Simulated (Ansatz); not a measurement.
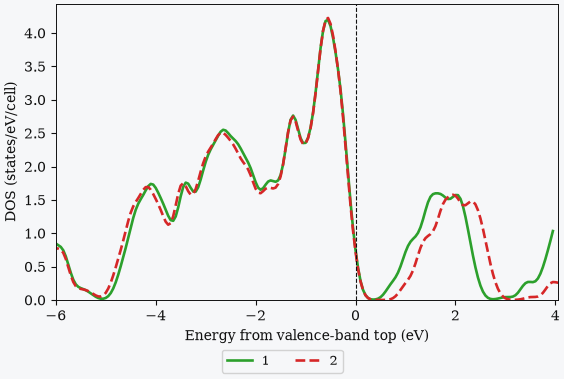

Total densities of states of SnSe$_{2}$, space group P-3m1, 3 atoms in the cell, 1T (CdI2) bulk type, uniaxial (z) strain −0.8%, by two methods on the same cell. The curves are built from the levels of the k mesh with Gaussians 0.3 eV wide, which also blur the band edges. Each is counted from its own valence-band top.

Which curve is which? The methods: r2SCAN, PBE.

1 is PBE; 2 is r2SCAN. PBE gives a gap of 0.63 eV and r2SCAN gives a gap of 0.99 eV.

Settings. PBE: DFT, PBE, plane waves, PAW, no spin polarisation, 12×12×4 k mesh, 420 eV cutoff, Fermi-Dirac smearing of 0.02 eV (Ansatz 0.2.0). r2SCAN: DFT, r2SCAN, plane waves, PAW, no spin polarisation, 12×12×4 k mesh, 500 eV cutoff (Ansatz).
